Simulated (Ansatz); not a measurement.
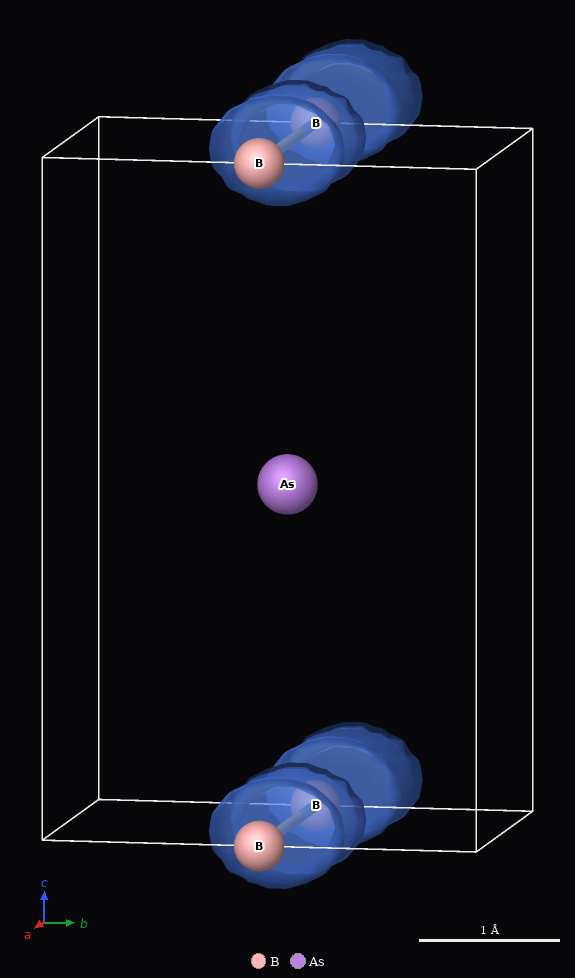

BAs. Isosurface of the electron localisation function at 0.8 (blue), seen slightly off an axis. Core shells and regions of very low density are left out. Sticks mark near contacts.

Space group Pmmm; a generated structure, not necessarily the stable one; computed pressure about 7 GPa in this cell.

Method: Ansatz, Kohn-Sham DFT of a periodic cell, revPBE, Ansatz PAW.

```xyz
2
Lattice="2.1275 0.0000 0.0000 0.0000 3.1741 0.0000 0.0000 0.0000 4.9510" Properties=species:S:1:pos:R:3 pbc="T T T"
B     0.0000    1.5870    0.0000
As    1.0638    1.5870    2.4755
```

Q: What do the ELF domains correspond to?

A: The surface consists of one region between bonded B–B atoms, counted in one cell of 2 atoms. Any copies at cell faces, edges or corners count once. Along the contacts the grid gives the following. B–B (2.13 Å): the ELF peaks at about 0.85 between the atoms. As–As (2.13 Å): the ELF peaks at about 0.65 between the atoms.

Q: Metal or insulator at this level of theory?

A: It is gapless in this calculation (a metal or semimetal).
